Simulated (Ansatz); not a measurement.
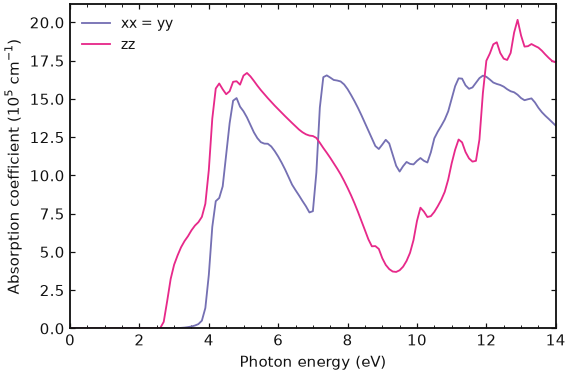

Optical absorption coefficient from interband transitions, 18×18×18 mesh, 0.1 eV broadening.

The material is BeC2, space group I4/mmm (No. 139), 3 atoms in the cell; a = 3.42 Å, b = 3.42 Å, c = 3.42 Å, α = 117.43°, β = 117.43°, γ = 94.51°.

Computed with Ansatz: DFT LDA, scalar-relativistic, plane waves, PAW, no spin polarisation, 12×12×12 k mesh, 420 eV cutoff.

Where does absorption set in?

The smallest direct gap is 2.75 eV; the absorption coefficient reaches a twentieth of its peak at about 2.9 eV.

What does the number of distinct curves say about the crystal?

Two diagonal components agree and the third differs: the response is uniaxial.

Where are the main peaks of the absorption coefficient?

The most prominent peaks of the absorption coefficient (xx = yy) lie at 4.8 eV (15), 7.4 eV (17) and 11.9 eV (17), heights in 10⁵ cm⁻¹. For zz they lie at 5.1 eV (17) and 12.9 eV (20).

Independent particles: no excitons or local fields.
